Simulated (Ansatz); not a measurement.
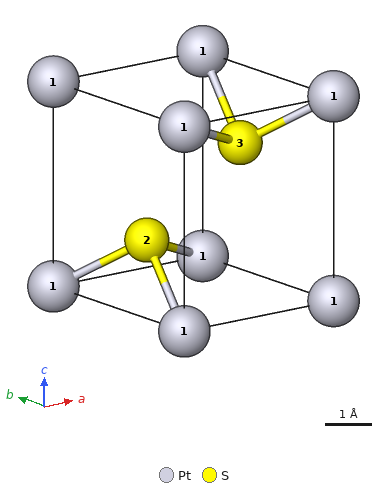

The starting structure (ball-and-stick view of the cell of the calculation, seen at an oblique angle; atoms are numbered from 1 in the order of the input).

**Run report: PtS₂, geometry relaxation (part 1 of 2)**

The run: geometry relaxation of PtS₂ (3 atoms in the cell). Method and program: DFT PBE+D3(BJ), scalar-relativistic, plane waves, PAW, PAW set soft_1, no spin polarisation (Ansatz 0.2.0).

The structure derives from an entry of the Crystallography Open Database. Figures and captions count atoms from 1; the log counts them from 0 in places.

What the program printed
```
Engine: ansatz 0.2.0, x86_64-unknown-linux-gnu
Pseudopotentials: kind: paw
Pseudopotential: Pt, paw, valence charge 18, recommended cutoff 420 eV (normal), [file]
Pseudopotential: S, paw, valence charge 6, recommended cutoff 420 eV (normal), [file]
Functional definition: PBE
  parameter kappa = 0.804
  parameter beta = 0.06672455060314922
  exchange = pbe_x(kappa = kappa, mu = beta*pi^2/3)
  correlation = pbe_c(beta = beta)
Crystal: 3 atoms, lattice volume = 54.783 Å³
Basis set: ecut = 420 eV, 1043 PW (Γ), exchange–correlation on 48×48×72 points (8 copies of the dense FFT grid, shifted against one another)
Bands: 19, of which v1, the nominal top of the filled ones, is band 15 counted from 1 (14 counted from 0)
Symmetry: 12 space group operations
Space group: P-3m1 (ITA 164), of the structure as read, at distance tolerance 3.8e-5 Å
k-points: 131 of 1152
Non-local potential: Pt, projectors of the file, l = 0: 3, l = 1: 2, l = 2: 2, l = 3: 1
Non-local potential: S, projectors of the file, l = 0: 2, l = 1: 2, l = 2: 1
PAW form: soft (Blöchl's): semilocal exchange-correlation on the pseudo side does not see the compensation charge
PAW one-centre angular grid: Pt, 590 points (default); XC on 64 Gauss nodes
PAW one-centre angular grid: S, 110 points (default); XC on 64 Gauss nodes
Initial density: superposition of atomic densities (chi_scale 0.1, normalization cell, long waves kept (reshape's long-wave potential 0.02 eV rms))
Initial wavefunctions: pseudopotential atomic-orbital guess
Functional: x = pbe(κ = 0.804, μ = 0.2195149727645171), c = pbe(β = 0.06672455060314922)
SCF iter   1: F=—  HF=-14331.651054 eV  |F-HF|=—  |Δ(HF+E_count)|=         —  Δρ=7.71e-2  dr2=2.84e0  ethr=3.10e-3  ⟨swp⟩=6.6  Hψ=14077  notcnv=0
preconditioner: auto → Resta (q_TF=auto, 2.468 Å⁻¹)  ε∞=7.1  [insulator: Δε(μ)=0.988 eV  Ē_g=9.495 eV  σ=0.020 eV  W_gap=1.00  n_scr=20 (ndim 8)  ℏωp=23.5 eV  f_vac=0.002  D(μ)=0.00/eV (n_scr^D=0)  ε∞_Penn≈7.1]
SCF iter   2: F=—  HF=-14331.217905 eV  |F-HF|=—  |Δ(HF+E_count)|=   4.33e-1  Δρ=3.61e-2  dr2=5.57e-1  ethr=3.10e-3  ⟨swp⟩=2.9  Hψ=5050  notcnv=0
SCF iter   3: F=—  HF=-14331.125390 eV  |F-HF|=—  |Δ(HF+E_count)|=   9.25e-2  Δρ=5.15e-3  dr2=9.28e-3  ethr=1.86e-3  ⟨swp⟩=2.8  Hψ=4063  notcnv=0
SCF iter   4: F=—  HF=-14331.126412 eV  |F-HF|=—  |Δ(HF+E_count)|=   1.02e-3  Δρ=7.83e-4  dr2=4.41e-4  ethr=3.09e-5  ⟨swp⟩=2.1  Hψ=5086  notcnv=0
SCF iter   5: F=—  HF=-14331.126742 eV  |F-HF|=—  |Δ(HF+E_count)|=   3.30e-4  Δρ=2.35e-4  dr2=3.32e-5  ethr=1.47e-6  ⟨swp⟩=2.0  Hψ=4391  notcnv=0
SCF iter   6: F=—  HF=-14331.126782 eV  |F-HF|=—  |Δ(HF+E_count)|=   3.93e-5  Δρ=5.12e-5  dr2=1.58e-6  ethr=1.11e-7  ⟨swp⟩=2.0  Hψ=3781  notcnv=0
SCF iter   7: F=-14331.126785 eV  HF=-14331.126785 eV  |F-HF|=9.44e-8  |Δ(HF+E_count)|=   3.16e-6  Δρ=1.01e-5  dr2=6.87e-8  ethr=3.33e-10  ⟨swp⟩=8.2  Hψ=13756  notcnv=0
SCF 1 converged in 7 iterations: F = -14331.126785 eV  dr2 = 6.87e-8
  greatest PAW one-centre occupation: 1.000 electrons in one spin orbital (limit 2), on the Pt atom at site 0 (counted from 0), in its partial waves of l = 0
relax step   1: F+E_penalty+E_count = -14331.12678484 eV  Δ(F+E_penalty+E_count) = +0.000e0 eV  max|allowed force component| = 3.013e-1 eV/Å  Δτ_max = 0.0000 Å  P = -1.466 GPa  Ω = 54.783 Å³  (7 SCF iters, dr2 threshold 1.00e-7 eV, accepted)
Crystal: 3 atoms, lattice volume = 54.463 Å³
Basis set: ecut = 420 eV, 1055 PW (Γ), exchange–correlation on 48×48×72 points (8 copies of the dense FFT grid, shifted against one another)
Initial density: handed on by an earlier stage of this run
Initial wavefunctions: those handed on with the density
iter 1 solved again at ethr=1.65e-5 eV; its pass at ethr=3.10e-3 eV (dr2=4.96e-3 eV) is discarded
SCF iter   1: F=—  HF=-14331.145809 eV  |F-HF|=—  |Δ(HF+E_count)|=         —  Δρ=3.89e-3  dr2=5.46e-3  ethr=1.65e-5  ⟨swp⟩=2.7  Hψ=18004  notcnv=0
preconditioner: auto → Resta (q_TF=auto, 2.470 Å⁻¹)  ε∞=7.1  [insulator: Δε(μ)=0.492 eV  Ē_g=9.592 eV  σ=0.020 eV  W_gap=1.00  n_scr=20 (ndim 8)  ℏωp=23.6 eV  f_vac=0.010  D(μ)=0.00/eV (n_scr^D=0)  ε∞_Penn≈7.1]
SCF iter   2: F=—  HF=-14331.145291 eV  |F-HF|=—  |Δ(HF+E_count)|=   5.18e-4  Δρ=2.08e-3  dr2=1.63e-3  ethr=1.65e-5  ⟨swp⟩=1.0  Hψ=2489  notcnv=0
SCF iter   3: F=—  HF=-14331.145158 eV  |F-HF|=—  |Δ(HF+E_count)|=   1.33e-4  Δρ=2.73e-4  dr2=3.66e-5  ethr=5.44e-6  ⟨swp⟩=2.1  Hψ=3683  notcnv=0
SCF iter   4: F=—  HF=-14331.145152 eV  |F-HF|=—  |Δ(HF+E_count)|=   6.93e-6  Δρ=6.43e-5  dr2=6.37e-6  ethr=1.22e-7  ⟨swp⟩=2.0  Hψ=3915  notcnv=0
SCF iter   5: F=—  HF=-14331.145152 eV  |F-HF|=—  |Δ(HF+E_count)|=   4.98e-7  Δρ=2.46e-5  dr2=6.50e-7  ethr=2.12e-8  ⟨swp⟩=2.2  Hψ=3559  notcnv=0
SCF iter   6: F=-14331.145152 eV  HF=-14331.145152 eV  |F-HF|=2.72e-9  |Δ(HF+E_count)|=   3.81e-7  Δρ=6.83e-6  dr2=3.56e-8  ethr=1.00e-9  ⟨swp⟩=7.0  Hψ=12515  notcnv=0
SCF 2 converged in 6 iterations: F = -14331.145152 eV  dr2 = 3.56e-8
relax step   2: F+E_penalty+E_count = -14331.14515243 eV  Δ(F+E_penalty+E_count) = -1.837e-2 eV  max|allowed force component| = 1.443e-1 eV/Å  Δτ_max = 0.0230 Å  P = -0.583 GPa  Ω = 54.463 Å³  energy of the carried Pulay correction = +9.014e-5 eV  (6 SCF iters, dr2 threshold 3.00e-7 eV, accepted)
Crystal: 3 atoms, lattice volume = 52.671 Å³
Basis set: ecut = 420 eV, 1005 PW (Γ), exchange–correlation on 48×48×72 points (8 copies of the dense FFT grid, shifted against one another)
iter 1 solved again at ethr=1.16e-5 eV; its pass at ethr=3.10e-3 eV (dr2=3.47e-3 eV) is discarded
SCF iter   1: F=—  HF=-14331.157479 eV  |F-HF|=—  |Δ(HF+E_count)|=         —  Δρ=3.57e-3  dr2=3.20e-3  ethr=1.16e-5  ⟨swp⟩=2.8  Hψ=18094  notcnv=0
preconditioner: auto → Resta (q_TF=auto, 2.484 Å⁻¹)  ε∞=7.2  [insulator: Δε(μ)=0.236 eV  Ē_g=9.655 eV  σ=0.020 eV  W_gap=1.00  n_scr=20 (ndim 8)  ℏωp=24.0 eV  f_vac=0.004  D(μ)=0.00/eV (n_scr^D=0)  ε∞_Penn≈7.2]
SCF iter   2: F=—  HF=-14331.157314 eV  |F-HF|=—  |Δ(HF+E_count)|=   1.65e-4  Δρ=2.00e-3  dr2=1.04e-3  ethr=1.07e-5  ⟨swp⟩=1.0  Hψ=2489  notcnv=0
SCF iter   3: F=—  HF=-14331.157291 eV  |F-HF|=—  |Δ(HF+E_count)|=   2.33e-5  Δρ=1.46e-4  dr2=9.50e-6  ethr=3.47e-6  ⟨swp⟩=2.3  Hψ=3962  notcnv=0
SCF iter   4: F=—  HF=-14331.157269 eV  |F-HF|=—  |Δ(HF+E_count)|=   2.22e-5  Δρ=2.73e-5  dr2=3.25e-7  ethr=3.17e-8  ⟨swp⟩=2.6  Hψ=4473  notcnv=0
iter 5 did not close the SCF: its close was put off for the readings that it lacked (scf_convergence_deferred on its scf_iter line)
SCF iter   5: F=-14331.157269 eV  HF=-14331.157269 eV  |F-HF|=1.42e-8  |Δ(HF+E_count)|=   1.42e-7  Δρ=9.44e-6  dr2=4.53e-8  ethr=1.08e-9  ⟨swp⟩=2.8  Hψ=4718  notcnv=0
SCF iter   6: F=-14331.157269 eV  HF=-14331.157269 eV  |F-HF|=5.74e-9  |Δ(HF+E_count)|=   2.59e-8  Δρ=2.70e-6  dr2=4.84e-9  ethr=1.51e-10  ⟨swp⟩=2.5  Hψ=8790  notcnv=0
SCF 3 converged in 6 iterations: F = -14331.157269 eV  dr2 = 4.84e-9
relax step   3: F+E_penalty+E_count = -14331.15726871 eV  Δ(F+E_penalty+E_count) = -1.212e-2 eV  max|allowed force component| = 1.107e-1 eV/Å  Δτ_max = 0.0394 Å  P = +0.384 GPa  Ω = 52.671 Å³  energy of the carried Pulay correction = +6.042e-4 eV  (6 SCF iters, dr2 threshold 3.00e-7 eV, accepted)
Crystal: 3 atoms, lattice volume = 51.526 Å³
Basis set: ecut = 420 eV, 993 PW (Γ), exchange–correlation on 48×48×72 points (8 copies of the dense FFT grid, shifted against one another)
iter 1 solved again at ethr=5.69e-6 eV; its pass at ethr=3.10e-3 eV (dr2=1.71e-3 eV) is discarded
SCF iter   1: F=—  HF=-14331.160116 eV  |F-HF|=—  |Δ(HF+E_count)|=         —  Δρ=2.75e-3  dr2=1.58e-3  ethr=5.69e-6  ⟨swp⟩=3.4  Hψ=18290  notcnv=0
preconditioner: auto → Resta (q_TF=auto, 2.493 Å⁻¹)  ε∞=7.3  [insulator: Δε(μ)=0.245 eV  Ē_g=9.674 eV  σ=0.020 eV  W_gap=0.54  n_scr=20 (ndim 8)  ℏωp=24.3 eV  f_vac=0.002  D(μ)=0.18/eV (n_scr^D=0)  ε∞_Penn≈7.3]
SCF iter   2: F=—  HF=-14331.160036 eV  |F-HF|=—  |Δ(HF+E_count)|=   7.98e-5  Δρ=1.54e-3  dr2=5.21e-4  ethr=5.25e-6  ⟨swp⟩=1.0  Hψ=2489  notcnv=0
preconditioner: auto → Kerker (q_TF=auto, 2.493 Å⁻¹)  [metal: Δε(μ)=0.024 eV  Ē_g=9.675 eV  σ=0.020 eV  W_gap=0.49  n_scr=20 (ndim 8)  ℏωp=24.3 eV  f_vac=0.002  D(μ)=0.17/eV (n_scr^D=0)]
SCF iter   3: F=—  HF=-14331.160020 eV  |F-HF|=—  |Δ(HF+E_count)|=   1.56e-5  Δρ=1.51e-4  dr2=1.17e-5  ethr=1.74e-6  ⟨swp⟩=2.4  Hψ=3849  notcnv=0
SCF iter   4: F=—  HF=-14331.160006 eV  |F-HF|=—  |Δ(HF+E_count)|=   1.44e-5  Δρ=5.38e-5  dr2=2.20e-6  ethr=3.89e-8  ⟨swp⟩=2.4  Hψ=4391  notcnv=0
iter 5 did not close the SCF: its close was put off for the readings that it lacked (scf_convergence_deferred on its scf_iter line)
SCF iter   5: F=-14331.160006 eV  HF=-14331.160006 eV  |F-HF|=6.96e-8  |Δ(HF+E_count)|=   3.34e-7  Δρ=1.62e-5  dr2=1.57e-7  ethr=7.33e-9  ⟨swp⟩=2.1  Hψ=3614  notcnv=0
SCF iter   6: F=-14331.160006 eV  HF=-14331.160006 eV  |F-HF|=7.44e-9  |Δ(HF+E_count)|=   9.40e-8  Δρ=3.99e-6  dr2=1.18e-8  ethr=5.23e-10  ⟨swp⟩=3.2  Hψ=9973  notcnv=0
SCF 4 converged in 6 iterations: F = -14331.160006 eV  dr2 = 1.18e-8
relax step   4: F+E_penalty+E_count = -14331.16000642 eV  Δ(F+E_penalty+E_count) = -2.738e-3 eV  max|allowed force component| = 3.079e-2 eV/Å  Δτ_max = 0.0316 Å  P = +0.453 GPa  Ω = 51.526 Å³  energy of the carried Pulay correction = +9.420e-4 eV  (6 SCF iters, dr2 threshold 3.00e-7 eV, accepted)
Crystal: 3 atoms, lattice volume = 51.849 Å³
iter 1 solved again at ethr=4.52e-7 eV; its pass at ethr=3.10e-3 eV (dr2=1.36e-4 eV) is discarded
SCF iter   1: F=—  HF=-14331.160270 eV  |F-HF|=—  |Δ(HF+E_count)|=         —  Δρ=5.49e-4  dr2=1.22e-4  ethr=4.52e-7  ⟨swp⟩=3.0  Hψ=16359  notcnv=0
preconditioner: auto → Resta (q_TF=auto, 2.491 Å⁻¹)  ε∞=7.3  [insulator: Δε(μ)=0.052 eV  Ē_g=9.654 eV  σ=0.020 eV  W_gap=0.91  n_scr=20 (ndim 8)  ℏωp=24.2 eV  f_vac=0.003  D(μ)=0.04/eV (n_scr^D=0)  ε∞_Penn≈7.3]
SCF iter   2: F=—  HF=-14331.160244 eV  |F-HF|=—  |Δ(HF+E_count)|=   2.55e-5  Δρ=3.10e-4  dr2=3.93e-5  ethr=4.07e-7  ⟨swp⟩=1.0  Hψ=2489  notcnv=0
iter 3 did not close the SCF: its close was put off for the readings that it lacked (scf_convergence_deferred on its scf_iter line)
SCF iter   3: F=-14331.160242 eV  HF=-14331.160242 eV  |F-HF|=1.02e-8  |Δ(HF+E_count)|=   1.69e-6  Δρ=2.65e-5  dr2=2.53e-7  ethr=1.31e-7  ⟨swp⟩=2.4  Hψ=3491  notcnv=0
iter 4 did not close the SCF: its close was put off for the readings that it lacked (scf_convergence_deferred on its scf_iter line)
SCF iter   4: F=-14331.160243 eV  HF=-14331.160243 eV  |F-HF|=1.28e-8  |Δ(HF+E_count)|=   1.52e-7  Δρ=6.94e-6  dr2=2.93e-8  ethr=8.44e-10  ⟨swp⟩=2.1  Hψ=4386  notcnv=0
iter 5 did not close the SCF: its close was put off for the readings that it lacked (scf_convergence_deferred on its scf_iter line)
SCF iter   5: F=-14331.160243 eV  HF=-14331.160243 eV  |F-HF|=1.67e-9  |Δ(HF+E_count)|=   3.37e-9  Δρ=2.58e-6  dr2=3.83e-9  ethr=9.78e-11  ⟨swp⟩=2.4  Hψ=4160  notcnv=0
SCF iter   6: F=-14331.160243 eV  HF=-14331.160243 eV  |F-HF|=8.00e-11  |Δ(HF+E_count)|=  2.89e-10  Δρ=7.10e-7  dr2=2.73e-10  ethr=1.28e-11  ⟨swp⟩=1.6  Hψ=7329  notcnv=0
SCF 5 converged in 6 iterations: F = -14331.160243 eV  dr2 = 2.73e-10
relax step   5: F+E_penalty+E_count = -14331.16024253 eV  Δ(F+E_penalty+E_count) = -2.361e-4 eV  max|allowed force component| = 3.079e-3 eV/Å  Δτ_max = 0.0040 Å  P = -0.025 GPa  Ω = 51.849 Å³  energy of the carried Pulay correction = +8.459e-4 eV  (6 SCF iters, dr2 threshold 3.00e-7 eV, accepted)
Basis set: ecut = 420 eV, 993 PW (Γ), exchange–correlation on 48×48×64 points (8 copies of the dense FFT grid, shifted against one another)
Initial wavefunctions: pseudopotential atomic-orbital guess (no wavefunctions were taken with the density)
iter 1 solved again at ethr=4.30e-7 eV; its pass at ethr=3.10e-3 eV (dr2=1.29e-4 eV) is discarded
SCF iter   1: F=—  HF=-14331.159461 eV  |F-HF|=—  |Δ(HF+E_count)|=         —  Δρ=1.96e-4  dr2=1.64e-6  ethr=4.30e-7  ⟨swp⟩=3.7  Hψ=21364  notcnv=0
preconditioner: auto → Resta (q_TF=auto, 2.491 Å⁻¹)  ε∞=7.3  [insulator: Δε(μ)=0.055 eV  Ē_g=9.653 eV  σ=0.020 eV  W_gap=0.93  n_scr=20 (ndim 8)  ℏωp=24.2 eV  f_vac=0.002  D(μ)=0.04/eV (n_scr^D=0)  ε∞_Penn≈7.3]
SCF iter   2: F=—  HF=-14331.159516 eV  |F-HF|=—  |Δ(HF+E_count)|=   5.56e-5  Δρ=1.00e-4  dr2=3.90e-7  ethr=5.47e-9  ⟨swp⟩=2.6  Hψ=4395  notcnv=0
SCF iter   3: F=—  HF=-14331.159545 eV  |F-HF|=—  |Δ(HF+E_count)|=   2.88e-5  Δρ=7.90e-6  dr2=5.88e-9  ethr=1.30e-9  ⟨swp⟩=2.5  Hψ=4626  notcnv=0
SCF iter   4: F=—  HF=-14331.159545 eV  |F-HF|=—  |Δ(HF+E_count)|=   1.20e-7  Δρ=1.33e-6  dr2=4.27e-10  ethr=1.96e-11  ⟨swp⟩=2.6  Hψ=4546  notcnv=0
iter 5 did not close the SCF: its close was put off for the readings that it lacked (scf_convergence_deferred on its scf_iter line)
SCF iter   5: F=-14331.159545 eV  HF=-14331.159545 eV  |F-HF|=0.00e0  |Δ(HF+E_count)|=  2.09e-10  Δρ=1.23e-7  dr2=8.09e-12  ethr=1.42e-12  ⟨swp⟩=2.6  Hψ=4395  notcnv=0
SCF iter   6: F=-14331.159545 eV  HF=-14331.159545 eV  |F-HF|=3.64e-12  |Δ(HF+E_count)|=  3.64e-12  Δρ=2.46e-8  dr2=5.15e-13  ethr=1.00e-12  ⟨swp⟩=5.2  Hψ=11934  notcnv=0
SCF 6 converged in 6 iterations: F = -14331.159545 eV  dr2 = 5.15e-13
relax step   6: F+E_penalty+E_count = -14331.15954512 eV  Δ(F+E_penalty+E_count) = +6.974e-4 eV  max|allowed force component| = 2.959e-3 eV/Å  Δτ_max = 0.0000 Å  P = -0.024 GPa  Ω = 51.849 Å³  stress off target by 2.53e-2 GPa  SCF on the basis re-selected at this cell (its energy is not comparable with the rows above)  (6 SCF iters)
```

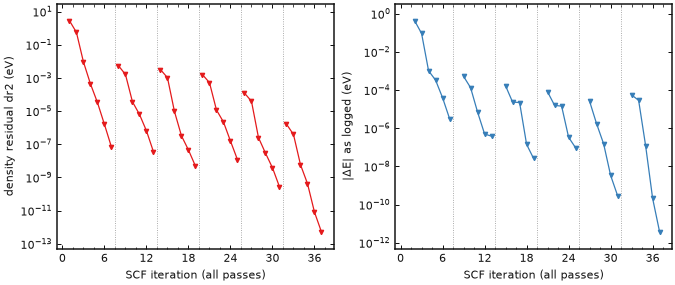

Convergence of the self-consistent field: density residual dr2 and size of the energy change against the SCF iteration. The dotted lines part the SCF passes of the relaxation: geometry steps, rejected trials and re-solves on a re-selected basis. The 6 passes take 6 to 7 iterations each, 37 in all.
